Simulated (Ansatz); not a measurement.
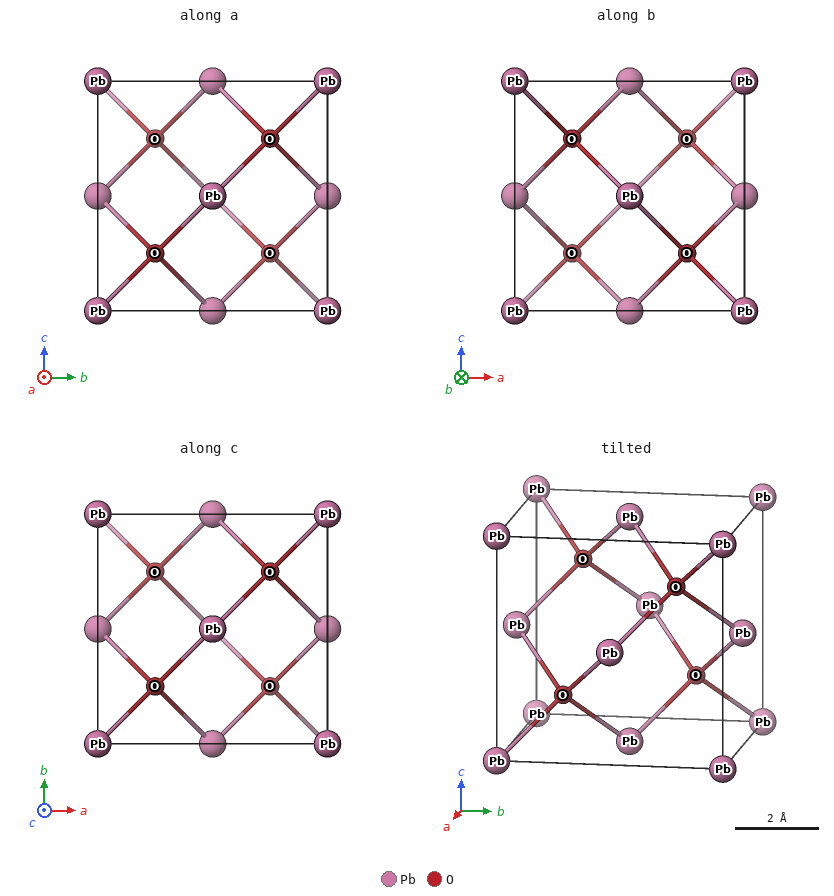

Shown here is a ball-and-stick view of the crystal, taken along the a axis, along the b axis, along the c axis and slightly off an axis. The box is the conventional unit cell; atoms on or close to its faces, edges and corners are drawn wherever they repeat.

Lattice parameters: a = 5.598 Å, b = 5.598 Å, c = 5.598 Å, α = 90.00°, β = 90.00°, γ = 90.00°. Put a along x and b in the xy plane.

> Record the structure as a POSCAR file.

```
Pb O
1.0
     5.598    0.000    0.000
     0.000    5.598    0.000
     0.000    0.000    5.598
Pb O
4 4
Direct
  0.0000 0.0000 0.0000
  0.0000 0.5000 0.5000
  0.5000 0.0000 0.5000
  0.5000 0.5000 0.0000
  0.2500 0.2500 0.7500
  0.2500 0.7500 0.2500
  0.7500 0.2500 0.2500
  0.7500 0.7500 0.7500
```

The structure comes from a structure type filled with these elements by a generator (whether the compound takes this form wasn't checked). Earlier steps of the study may have refined or changed the cell and positions. Ansatz was used for an electronic-structure calculation on it.
